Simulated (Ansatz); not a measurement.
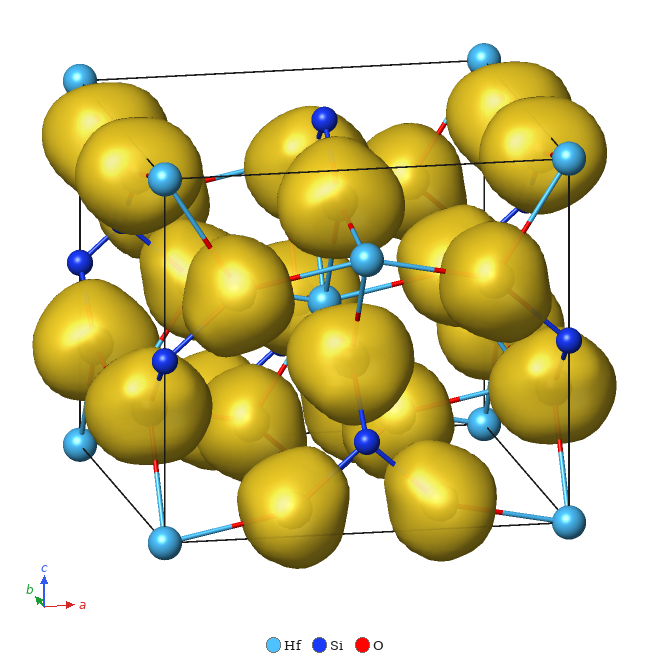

HfSiO$_{4}$. Isosurface of the ELF at 0.6 (yellow), seen slightly off an axis. Only the valence region is drawn (cores and ρ < 0.01 e/Å³ removed). Sticks mark near contacts.

Space group I4₁/amd; computed pressure about 5 GPa in this cell.

All numbers below come from Kohn-Sham DFT of a periodic cell, PBE, Ansatz PAW (Ansatz 0.2.0).

Core electrons are frozen (PAW), and the valence fields are smoothed inside the atomic spheres.

Identify the bonds, lone pairs and shells in this picture.

At this value the surface marks out 16 regions on O in which the atom's valence shell and bonds are merged, counted in one cell of 24 atoms. Any copies at cell faces, edges or corners count once. Profiles from the grid: Si–O (1.63 Å): the ELF peaks at about 0.85 between the atoms, as expected for a polar covalent bond. Hf–O (2.12 Å): the ELF peaks at about 0.85 in the valence shell of O, 0.6 Å from its nucleus, and drops to about 0.15 between the two atoms; no shared electron pair shows on this line.
